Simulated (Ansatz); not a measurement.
System: a (110) slab cut from Nb (Im-3m), 12 atoms in the cell. Starting structure of the relaxation:

```yaml
crystal:
  lattice:
    - [5.65815, 0.00000, 0.00000]
    - [-1.88605, 5.33456, 0.00000]
    - [0.00000, 0.00000, 20.61986]
  atoms:
    - { symbol: Nb, position: [0.25000, 0.25000, 0.38798] }
    - { symbol: Nb, position: [0.25000, 0.75000, 0.38798] }
    - { symbol: Nb, position: [0.75000, 0.25000, 0.38798] }
    - { symbol: Nb, position: [0.75000, 0.75000, 0.38798] }
    - { symbol: Nb, position: [0.50000, 0.50000, 0.50000] }
    - { symbol: Nb, position: [0.50000, 0.00000, 0.50000] }
    - { symbol: Nb, position: [0.00000, 0.50000, 0.50000] }
    - { symbol: Nb, position: [0.00000, 0.00000, 0.50000] }
    - { symbol: Nb, position: [0.75000, 0.75000, 0.61202] }
    - { symbol: Nb, position: [0.75000, 0.25000, 0.61202] }
    - { symbol: Nb, position: [0.25000, 0.75000, 0.61202] }
    - { symbol: Nb, position: [0.25000, 0.25000, 0.61202] }
```

Ansatz; DFT PBE+D3(BJ), scalar-relativistic, plane waves, PAW, no spin polarisation, 4×4×1 k mesh, 420 eV cutoff, Gaussian smearing of 0.1 eV.

What does the potential across the slab give for the work function?

The work function is 4.55 eV, the same on both faces. The two vacuum levels agree, so the slab has no net dipole along its normal. The outermost atoms are 4.6 Å apart, which leaves 16.0 Å of vacuum in a cell 20.6 Å high.

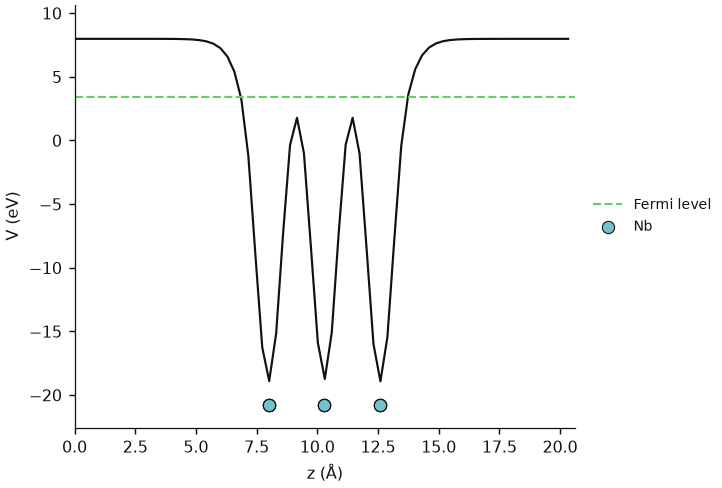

Plane-averaged electrostatic potential energy of an electron across the slab; circles at the bottom mark the heights of the atoms (positions after relaxation).
